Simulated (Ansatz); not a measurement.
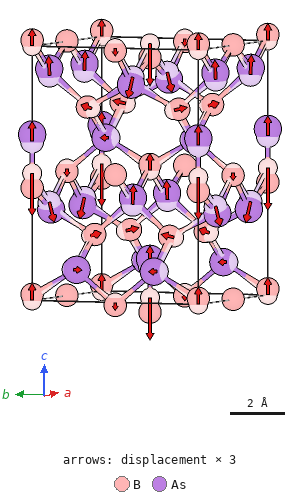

This is a relaxation of a defect cell of composition B8As7 (cell charge +3) (started half-way along a vacancy jump, in the symmetry of that start). The starting structure is drawn faded, the final one solid; red arrows show the displacements, magnified 3 times.

The picture is a ball-and-stick view of the conventional cell (2 times the calculation's cell) (origin shifted), seen from a free direction. Lengths and directions refer to the drawn axes.

These are results of DFT PBEsol, scalar-relativistic, plane waves, PAW (Ansatz), not measurements. (plane-wave cutoff 420 eV; k-point mesh 4 × 4 × 4; occupations gaussian; smearing width 0.05 eV; no spin polarisation; atoms relaxed in a fixed cell; force threshold 0.02 eV/Å; at most 60 steps)

**What happened in the run?**

The atom that moves furthest is a B atom (0.54 Å along −c). Largest moves by element: B 0.54 Å, As 0.30 Å. The lattice vectors keep their values. Among the contacts that change: As–B 1.192 → 1.997 Å, As–As 2.920 → 3.443 Å, As–As 3.371 → 3.059 Å, As–B 2.065 → 1.962 Å. Among the angles between lasting bonds that change: B–As–B 109.5° → 127.6°, As–B–As 109.5° → 127.3°, B–As–B 109.5° → 94.2°. The energy falls by 17.776 eV per cell of the calculation in 5 accepted moves (6 points after the start). The largest force component goes from 74 to 0.013 eV/Å. The line search rejected the trial step at point 4 of the run. The run took 58 s on 4 threads of Arm Neoverse V2, with other jobs on the host, peak memory 0.81 GiB.

Limits of the set-up: the periodic images lie only 6.7 Å apart, so the values are limited by the cell's size; the cell is charged, on a uniform background, and energies carry no finite-size correction.
